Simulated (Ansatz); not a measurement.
## Run report: Zn$_{2}$Si$_{2}$N, geometry relaxation

The run: geometry relaxation of Zn$_{2}$Si$_{2}$N (P4/mmm, 5 atoms in the cell). Method and program: DFT, PBE, plane waves, PAW (Ansatz 0.2.0).

The structure was made by a generator, so it may or may not be a known phase. The run did not end well. Figures and captions count atoms from 1; the log counts them from 0 in places.

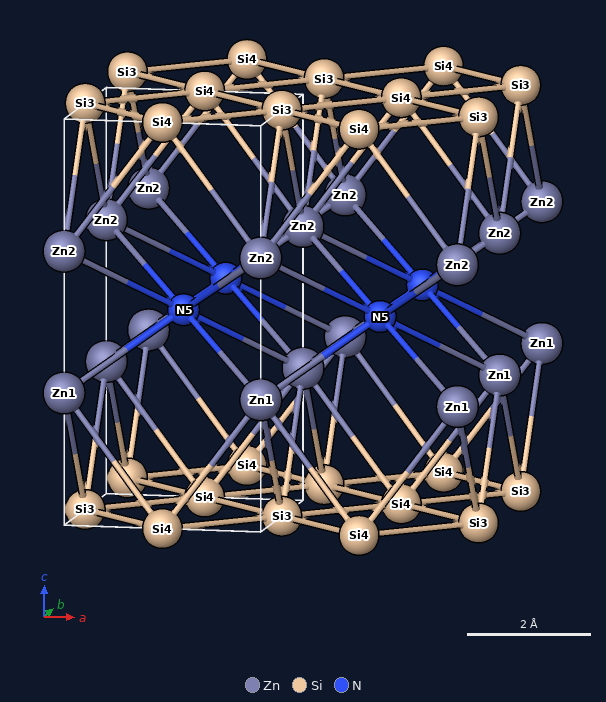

*The starting structure (ball-and-stick view of the cell of the calculation, repeated 2 × 2 × 1, seen slightly off an axis; atoms are numbered from 1 in the order of the input).*

**Input file**
```yaml
crystal:
  lattice:
    - [3.2925779822, 0.0, 0.0]
    - [0.0, 3.2925779822, 0.0]
    - [0.0, 0.0, 6.7358254275]
  atoms:
    - { symbol: Zn, position: [0.0, 0.0, 0.3254780647] }
    - { symbol: Zn, position: [0.0, 0.0, 0.6745219353] }
    - { symbol: Si, position: [0.0, 0.5, 0.0] }
    - { symbol: Si, position: [0.5, 0.0, 0.0] }
    - { symbol: "N", position: [0.5, 0.5, 0.5] }
  symmetry: { detect: false }
basis:
  ecutwfc: 420
kpoints:
  mp_grid: { grid: [12, 12, 6] }
hamiltonian:
  xc: pbe
scf:
  occupations: { method: gaussian, width: 0.1 }
output:
  forces: true
  eigenvalues: true
  stress: true
relax:
  adjacent_minimum: "off"
  f_tol: 0.01
  max_steps: 80
  cell: { stress_tol: 0.05 }
```

Machine: 1 thread of Intel Xeon (Granite Rapids), 192 GiB of memory available, shared host.

Run as:
```bash
ansatz run input.yaml --threads 1 --pin off --max-ram 2560MiB --backend cpu --events-out ev --progress --plain --runs-dir out
```

**What the program printed**
```
the start keeps a symmetry that the run doesn't impose, so 5 atoms are moved at random by 1.00e-2 Å, to let the relaxation leave a saddle point. relax.escape_saddle: false keeps them in place
Engine: ansatz 0.2.0, x86_64-unknown-linux-gnu
Pseudopotentials: kind: paw
Pseudopotential: Zn, paw, valence charge 12, recommended cutoff 420 eV (normal), Zn.paw.azcp
Pseudopotential: Si, paw, valence charge 4, recommended cutoff 420 eV (normal), Si.paw.azcp
Pseudopotential: N, paw, valence charge 5, recommended cutoff 420 eV (normal), N.paw.azcp
Functional definition: PBE
  parameter kappa = 0.804
  parameter beta = 0.06672455060314922
  exchange = pbe_x(kappa = kappa, mu = beta*pi^2/3)
  correlation = pbe_c(beta = beta)
Crystal: 5 atoms, lattice volume = 73.024 Å³
Basis set: ecut = 420 eV, 1455 PW (Γ), exchange–correlation on 48×48×96 points (8 copies of the dense FFT grid, shifted against one another)
Bands: 24, of which v1, the nominal top of the filled ones, is band 19 counted from 1 (18 counted from 0)
Symmetry: 1 space group operations
k-points: 436 of 864 (time reversal used)
Non-local potential: Zn, projectors of the file, l = 0: 2, l = 1: 2, l = 2: 3, l = 3: 1
Non-local potential: Si, projectors of the file, l = 0: 2, l = 1: 2, l = 2: 2
Non-local potential: N, projectors of the file, l = 0: 2, l = 1: 2, l = 2: 1
PAW form: soft (Blöchl's): semilocal exchange-correlation on the pseudo side does not see the compensation charge
PAW one-centre angular grid: Zn, 590 points (default); XC on 64 Gauss nodes
PAW one-centre angular grid: Si, 110 points (default); XC on 64 Gauss nodes
PAW one-centre angular grid: N, 110 points (default); XC on 64 Gauss nodes
Initial density: superposition of atomic densities (neutral atoms: chi_scale 0, normalization atom), corrected by the library's trained network
Initial wavefunctions: pseudopotential atomic-orbital guess
Functional: x = pbe(κ = 0.804, μ = 0.2195149727645171), c = pbe(β = 0.06672455060314922)
SCF iter   1: F=—  HF=-8289.232844 eV  |F-HF|=—  |Δ(HF+E_count)|=         —  Δρ=4.98e-3  dr2=1.64e-2  ethr=1.77e-3  ⟨swp⟩=5.4  Hψ=49798  notcnv=0
preconditioner: auto → Kerker (q_TF=auto, 2.436 Å⁻¹)  [metal: Δε(μ)=0.016 eV  Ē_g=9.246 eV  σ=0.100 eV  W_gap=0.09  n_scr=16 (ndim 8)  ℏωp=26.4 eV  f_vac=0.000  D(μ)=2.48/eV (n_scr^D=16)]
SCF iter   2: F=—  HF=-8289.232428 eV  |F-HF|=—  |Δ(HF+E_count)|=   4.16e-4  Δρ=2.62e-3  dr2=4.01e-3  ethr=4.43e-5  ⟨swp⟩=1.2  Hψ=14207  notcnv=0
SCF iter   3: F=—  HF=-8289.231934 eV  |F-HF|=—  |Δ(HF+E_count)|=   4.94e-4  Δρ=5.52e-4  dr2=3.75e-4  ethr=1.08e-5  ⟨swp⟩=2.5  Hψ=18195  notcnv=0
SCF iter   4: F=—  HF=-8289.231896 eV  |F-HF|=—  |Δ(HF+E_count)|=   3.86e-5  Δρ=2.87e-4  dr2=7.06e-5  ethr=1.01e-6  ⟨swp⟩=2.0  Hψ=14762  notcnv=0
SCF iter   5: F=—  HF=-8289.231916 eV  |F-HF|=—  |Δ(HF+E_count)|=   2.02e-5  Δρ=1.39e-4  dr2=2.16e-5  ethr=1.91e-7  ⟨swp⟩=2.0  Hψ=14768  notcnv=0
SCF iter   6: F=—  HF=-8289.231914 eV  |F-HF|=—  |Δ(HF+E_count)|=   2.17e-6  Δρ=2.70e-5  dr2=6.53e-7  ethr=5.83e-8  ⟨swp⟩=2.6  Hψ=17268  notcnv=0
SCF iter   7: F=-8289.231914 eV  HF=-8289.231914 eV  |F-HF|=6.45e-9  |Δ(HF+E_count)|=   7.13e-8  Δρ=5.14e-6  dr2=2.38e-8  ethr=2.70e-10  ⟨swp⟩=7.5  Hψ=46414  notcnv=0
SCF 1 converged in 7 iterations: F = -8289.231914 eV  dr2 = 2.38e-8
  greatest PAW one-centre occupation: 0.986 electrons in one spin orbital (limit 2), on the Zn atom at site 1 (counted from 0), in its partial waves of l = 2
relax step   1: F+E_penalty+E_count = -8289.23191368 eV  Δ(F+E_penalty+E_count) = +0.000e0 eV  max|allowed force component| = 1.013e-1 eV/Å  Δτ_max = 0.0000 Å  P = +0.027 GPa  Ω = 73.024 Å³  (7 SCF iters, dr2 threshold 1.00e-7 eV, accepted)
Crystal: 5 atoms, lattice volume = 73.031 Å³
Initial density: handed on by an earlier stage of this run
Initial wavefunctions: those handed on with the density
iter 1 solved again at ethr=9.27e-7 eV; its pass at ethr=3.10e-3 eV (dr2=3.43e-4 eV) is discarded
SCF iter   1: F=—  HF=-8289.233696 eV  |F-HF|=—  |Δ(HF+E_count)|=         —  Δρ=5.40e-4  dr2=3.80e-4  ethr=9.27e-7  ⟨swp⟩=2.1  Hψ=54923  notcnv=0
preconditioner: auto → Kerker (q_TF=auto, 2.436 Å⁻¹)  [metal: Δε(μ)=0.031 eV  Ē_g=9.237 eV  σ=0.100 eV  W_gap=0.17  n_scr=16 (ndim 8)  ℏωp=26.4 eV  f_vac=0.000  D(μ)=2.58/eV (n_scr^D=16)]
SCF iter   2: F=—  HF=-8289.233688 eV  |F-HF|=—  |Δ(HF+E_count)|=   7.62e-6  Δρ=2.87e-4  dr2=1.41e-4  ethr=9.27e-7  ⟨swp⟩=1.0  Hψ=10464  notcnv=0
SCF iter   3: F=—  HF=-8289.233671 eV  |F-HF|=—  |Δ(HF+E_count)|=   1.77e-5  Δρ=8.25e-5  dr2=4.39e-6  ethr=3.81e-7  ⟨swp⟩=2.1  Hψ=17451  notcnv=0
SCF iter   4: F=—  HF=-8289.233669 eV  |F-HF|=—  |Δ(HF+E_count)|=   2.01e-6  Δρ=3.51e-5  dr2=1.26e-6  ethr=1.19e-8  ⟨swp⟩=2.0  Hψ=16059  notcnv=0
iter 5 did not close the SCF: its close was put off for the readings that it lacked (scf_convergence_deferred on its scf_iter line)
SCF iter   5: F=-8289.233668 eV  HF=-8289.233668 eV  |F-HF|=1.32e-7  |Δ(HF+E_count)|=   2.46e-7  Δρ=1.25e-5  dr2=1.61e-7  ethr=3.42e-9  ⟨swp⟩=2.0  Hψ=17503  notcnv=0
SCF iter   6: F=-8289.233668 eV  HF=-8289.233668 eV  |F-HF|=3.80e-9  |Δ(HF+E_count)|=   2.73e-8  Δρ=2.53e-6  dr2=6.30e-9  ethr=4.36e-10  ⟨swp⟩=2.5  Hψ=38364  notcnv=0
SCF 2 converged in 6 iterations: F = -8289.233668 eV  dr2 = 6.30e-9
relax step   2: F+E_penalty+E_count = -8289.23366840 eV  Δ(F+E_penalty+E_count) = -1.755e-3 eV  max|allowed force component| = 5.146e-2 eV/Å  Δτ_max = 0.0048 Å  P = -0.033 GPa  Ω = 73.031 Å³  energy of the carried Pulay correction = -9.563e-6 eV  (6 SCF iters, dr2 threshold 5.00e-7 eV, accepted)
Crystal: 5 atoms, lattice volume = 73.016 Å³
Basis set: ecut = 420 eV, 1441 PW (Γ), exchange–correlation on 48×48×96 points (8 copies of the dense FFT grid, shifted against one another)
iter 1 solved again at ethr=4.07e-5 eV; its pass at ethr=3.10e-3 eV (dr2=1.51e-2 eV) is discarded
SCF iter   1: F=—  HF=-8289.255199 eV  |F-HF|=—  |Δ(HF+E_count)|=         —  Δρ=4.73e-3  dr2=1.60e-2  ethr=4.07e-5  ⟨swp⟩=1.6  Hψ=63072  notcnv=0
preconditioner: auto → Kerker (q_TF=auto, 2.436 Å⁻¹)  [metal: Δε(μ)=0.002 eV  Ē_g=9.259 eV  σ=0.100 eV  W_gap=0.01  n_scr=16 (ndim 8)  ℏωp=26.4 eV  f_vac=0.000  D(μ)=2.49/eV (n_scr^D=16)]
SCF iter   2: F=—  HF=-8289.253350 eV  |F-HF|=—  |Δ(HF+E_count)|=   1.85e-3  Δρ=2.48e-3  dr2=5.55e-3  ethr=4.07e-5  ⟨swp⟩=1.0  Hψ=10464  notcnv=0
SCF iter   3: F=—  HF=-8289.252830 eV  |F-HF|=—  |Δ(HF+E_count)|=   5.20e-4  Δρ=4.38e-4  dr2=1.50e-4  ethr=1.50e-5  ⟨swp⟩=2.2  Hψ=18399  notcnv=0
SCF iter   4: F=—  HF=-8289.252819 eV  |F-HF|=—  |Δ(HF+E_count)|=   1.16e-5  Δρ=3.56e-4  dr2=7.26e-5  ethr=4.04e-7  ⟨swp⟩=2.0  Hψ=17649  notcnv=0
SCF iter   5: F=—  HF=-8289.252785 eV  |F-HF|=—  |Δ(HF+E_count)|=   3.39e-5  Δρ=6.77e-5  dr2=3.16e-6  ethr=1.96e-7  ⟨swp⟩=2.1  Hψ=16646  notcnv=0
SCF iter   6: F=-8289.252785 eV  HF=-8289.252785 eV  |F-HF|=9.25e-8  |Δ(HF+E_count)|=   5.56e-7  Δρ=1.68e-5  dr2=2.71e-7  ethr=1.15e-9  ⟨swp⟩=7.3  Hψ=58772  notcnv=0
SCF 3 converged in 6 iterations: F = -8289.252785 eV  dr2 = 2.71e-7
relax step   3: F+E_penalty+E_count = -8289.25278512 eV  Δ(F+E_penalty+E_count) = -1.912e-2 eV  max|allowed force component| = 3.198e-1 eV/Å  Δτ_max = 0.0541 Å  P = -0.200 GPa  Ω = 73.016 Å³  energy of the carried Pulay correction = +9.320e-6 eV  (6 SCF iters, dr2 threshold 4.27e-7 eV, accepted)
```

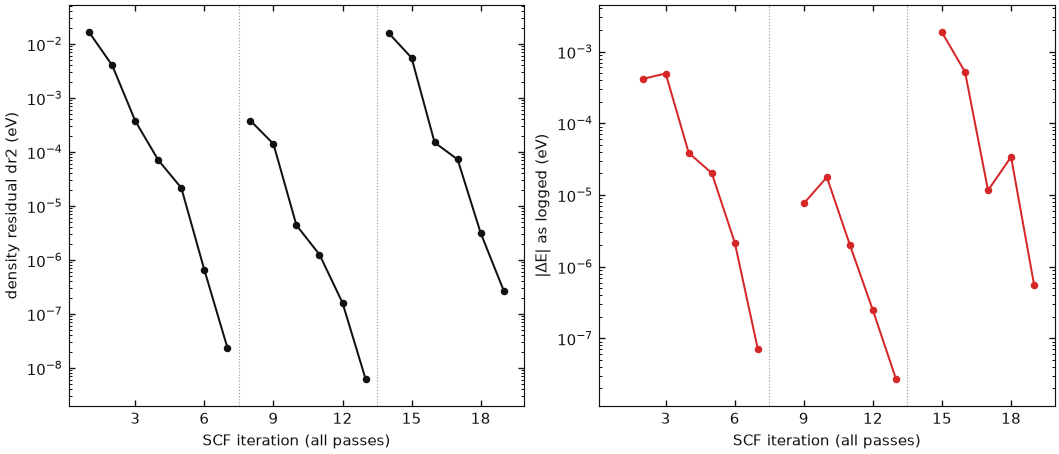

*Convergence of the self-consistent field: density residual dr2 and size of the energy change against the SCF iteration. The dotted lines part the SCF passes of the relaxation: geometry steps, rejected trials and re-solves on a re-selected basis.*

The passes take 7, 6 and 6 iterations.

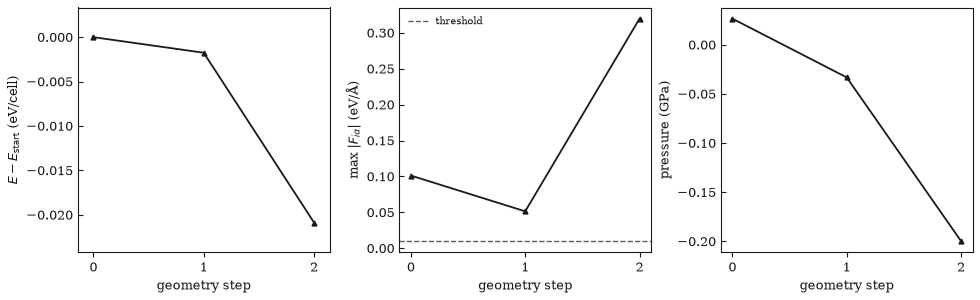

*Progress of the relaxation, step by step (the first geometry is step 0 here and step 1 in the log).*

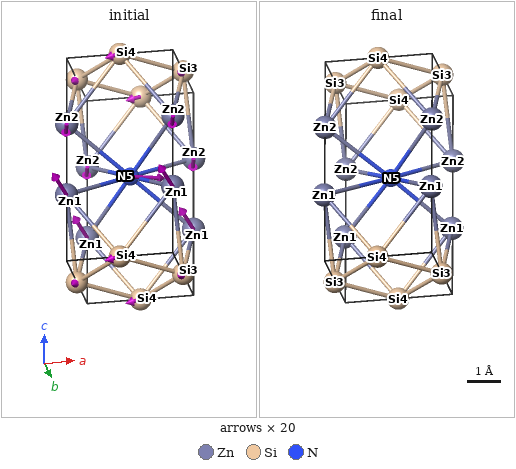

*Before (left) and after (right) the relaxation, at one scale (ball-and-stick view of the cell of the calculation, seen at an oblique angle). The pink arrows give the displacements (without the part carried along by the change of the cell), magnified 20 times.*

The run was cut off at its time limit before the relaxation converged, so the last structure is only a point on the way. The energy falls by 20.9 meV per cell of the calculation in 2 geometry steps. The largest force component goes from 0.1 to 0.32 eV/Å. Pressure: 0.03 GPa at the start and −0.20 GPa at the end. The atom that moves furthest relative to the cell is N5 (0.059 Å). Largest moves by element: N 0.059 Å, Zn 0.051 Å, Si 0.025 Å. The drawn cell changes at constant volume: a 3.293 → 3.315 Å (+0.7 %), b 3.293 → 3.316 Å (+0.7 %), c 6.736 → 6.644 Å (−1.4 %), α 90.0° → 88.6°. Among the contacts that change: Zn1–N5 2.624 → 2.735 Å, Zn2–N5 2.613 → 2.667 Å, Si3–Si4 2.323 → 2.356 Å, Zn2–Si3 2.741 → 2.717 Å. The space group stays P1 (No. 1). (Atoms are counted from 1 in the order of the input.)

```
Step cancelled. What follows is not a result of the run: it is the report of the last solve that finished, which converged after 6 SCF iterations.
Free energy (F): -8289.252785 eV
Harris-Foulkes:  -8289.252785 eV  (|F-HF|=9.25e-8)
Internal energy: -8289.239863 eV  (E = F + TS)
E sigma→0 (E₀):  -8289.246324 eV
Entropy (-TS):   -0.012922 eV (-2.584 meV/atom)
Fermi energy:    8.784195 eV
--- Per-component energies (eV) ---
  E_band       = 93.902035
  E_kinetic    = 465.367974
  E_local      = -4028.511822  (includes V_loc(G=0)·N_el)
  E_nonlocal   = 1326.292045
  E_hartree    = 1708.715522
  E_xc         = -443.152140
  E_vxc        = -271.436927  (∫ρ·V_xc dr)
  E_paw        = -4806.309689  (= ΣΔE_a)
  E_vpaw       = -815.247638  (= ΣTr[D̂ρ^β])
  E_aug_tail   = -0.000609  (compensation charges beyond the density's cutoff)
  E_ewald      = -2511.641142
  E_smearing   = -0.012922  (= −TS)
  E_closure    = 0.000000  (closes the sum)
  Σ components = -8289.252785   (vs F -8289.252785, Δ=0.00e0)
--- Forces (eV/Å), atoms counted from 1 ---
  atom   1  Zn    -0.13561302    -0.31977462    -0.30318059
  atom   2  Zn    -0.11313929     0.16010722     0.24082977
  atom   3  Si    -0.13363083     0.01526811     0.03967487
  atom   4  Si     0.08849481    -0.04643827     0.03995882
  atom   5  N      0.29382482     0.19080709    -0.01738221
  max |Σ_I F_I| component: 9.93e-5 eV/Å
--- Stress (GPa, compression-positive) ---
       -1.433344      -0.002133       0.062754
       -0.002133      -1.376911       1.109639
        0.062754       1.109646       1.606409
  P = ⅓ Tr σ = -0.4013 GPa (-4.013 kbar)
--- Band table (eV; the first three rows and the last of 436) ---
  k-point 0: bands = ["-4.8500", "-3.8074", "1.1350", "1.4333", "1.4395", "1.5723", "1.6026", "1.7272", "1.9334", "1.9937", "1.9972", "2.0155", "2.0427", "6.4907", "6.9553", "6.9625", "8.0945", "8.3511", "8.3628", "9.9912", "10.5792", "12.7199", "14.0422", "14.8207"]
  k-point 1: bands = ["-4.7938", "-3.8957", "1.0742", "1.4418", "1.4482", "1.5761", "1.7085", "1.7249", "1.9333", "1.9815", "1.9851", "2.0150", "2.1307", "6.3048", "7.0084", "7.0123", "8.1411", "8.2880", "8.3336", "9.9926", "10.4861", "12.3608", "14.0186", "15.0865"]
  k-point 2: bands = ["-4.6337", "-4.1177", "1.0111", "1.4594", "1.4669", "1.5833", "1.7171", "1.7848", "1.9316", "1.9553", "1.9610", "2.0141", "2.4166", "5.9302", "7.1205", "7.1245", "8.1066", "8.1476", "8.3834", "9.9953", "10.2364", "12.0567", "13.9726", "15.2293"]
  k-point 435: bands = ["-3.2972", "1.0122", "1.0662", "1.1095", "1.1388", "1.2279", "1.2473", "1.5539", "2.0159", "2.0431", "2.0765", "2.8257", "2.9944", "3.0170", "3.0484", "5.3462", "5.3568", "6.7383", "8.3042", "9.5854", "9.6145", "10.6275", "12.2489", "13.0591"]
End of that report.
Error: SIGTERM received: cancelled by the caller after 3 completed ionic steps
```

**Trajectory as extended XYZ (Å, eV, eV/Å), 3 frames, from step=1 to step=3**
```
5
Lattice="3.2926 0.0000 0.0000 0.0000 3.2926 0.0000 0.0000 0.0000 6.7358" Properties=species:S:1:pos:R:3:forces:R:3 step=1 energy=-8289.23191 pressure_GPa=0.03
Zn    0.0009   -0.0097    2.1903   -0.0090  -0.0252   0.1013
Zn    0.0019    0.0088    4.5477   -0.0070   0.0147  -0.0795
Si   -0.0043    1.6546    0.0036    0.0674  -0.0254  -0.0135
Si    1.6475    0.0066    0.0074   -0.0716   0.0228  -0.0092
N     1.6523    1.6501    3.3749    0.0202   0.0131   0.0010
5
Lattice="3.2961 0.0000 0.0002 0.0000 3.2962 0.0044 0.0005 0.0090 6.7219" Properties=species:S:1:pos:R:3:forces:R:3 step=2 energy=-8289.23367 pressure_GPa=-0.03
Zn    0.0001   -0.0106    2.1886   -0.0192  -0.0515   0.0404
Zn    0.0016    0.0178    4.5372   -0.0150   0.0290  -0.0314
Si   -0.0041    1.6551    0.0042    0.0365  -0.0164  -0.0056
Si    1.6470    0.0062    0.0062   -0.0431   0.0122  -0.0015
N     1.6580    1.6590    3.3716    0.0408   0.0267  -0.0019
5
Lattice="3.3154 0.0002 0.0022 0.0002 3.3158 0.0402 0.0044 0.0822 6.6431" Properties=species:S:1:pos:R:3:forces:R:3 step=3 energy=-8289.25279 pressure_GPa=-0.20
Zn   -0.0107   -0.0291    2.1783   -0.1356  -0.3198  -0.3032
Zn   -0.0034    0.0973    4.4784   -0.1131   0.1601   0.2408
Si   -0.0093    1.6535    0.0135   -0.1336   0.0153   0.0397
Si    1.6367   -0.0002    0.0002    0.0885  -0.0464   0.0400
N     1.7147    1.7360    3.3568    0.2938   0.1908  -0.0174
```

**Outcome**

- outcome: stopped at the time limit
- space group (tolerance 0.01 Å): P4/mmm (123) → P1 (1)
- final cell: a = 3.315 Å, b = 3.316 Å, c = 6.644 Å, α = 88.60°, β = 89.92°, γ = 89.99°
- wall time: 1.8 min
- peak memory: 0.93 GiB

Settings chosen away from the usual ones: crystal.symmetry set to {"detect": false}. The run was cut off by its time limit, so the output is incomplete.
